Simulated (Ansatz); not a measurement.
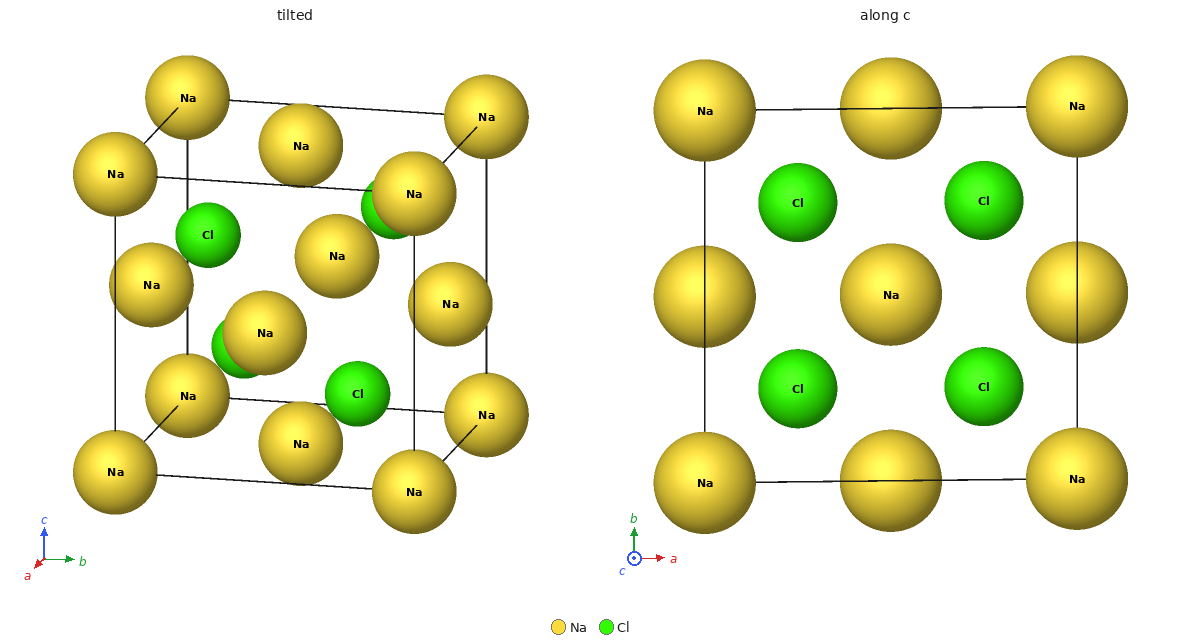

Crystal structure, spheres-only style, seen slightly off an axis and along the c axis. Thin lines show the drawn cell (a repeat of the simulation cell), with boundary atoms drawn in all their periodic places.

NaCl, a = 6.175 Å, b = 6.175 Å, c = 6.175 Å, α = 90.00°, β = 90.00°, γ = 89.36°. Strictly the space group is Imm2 (No. 44, within 0.01 Å). It is a distorted form of a face-centred cubic structure, space group F-43m (No. 216) within 0.25 Å: zinc blende (sphalerite type). Its origin is a structure type filled with these elements by a generator (whether the compound takes this form wasn't checked). The cell was then strained or its atoms displaced on purpose. It was the input of a calculation with Ansatz.

This one geometry was computed with Ansatz (DFT, plane waves, PAW) at three levels of theory: HSE06, PBE and r2SCAN. It was relaxed with r2SCAN and then strained.

### How does the band gap change with the level of theory?

PBE: a gap of 4.93 eV, direct; r2SCAN: a gap of 5.54 eV, direct; HSE06: a gap of 6.23 eV, direct.

### Collect the results in a table.

| level | cutoff (eV) | k-mesh of the run's cell | gap (eV) | pressure (GPa) |
| --- | --- | --- | --- | --- |
| HSE06 | 420 | 6×6×6 | 6.23 | 0.4 |
| PBE | 420 | 8×8×8 | 4.93 | 0.7 |
| r2SCAN | 500 | 8×8×8 | 5.54 | 0.0 |

Gaps are taken on the k-mesh or band path of each run.
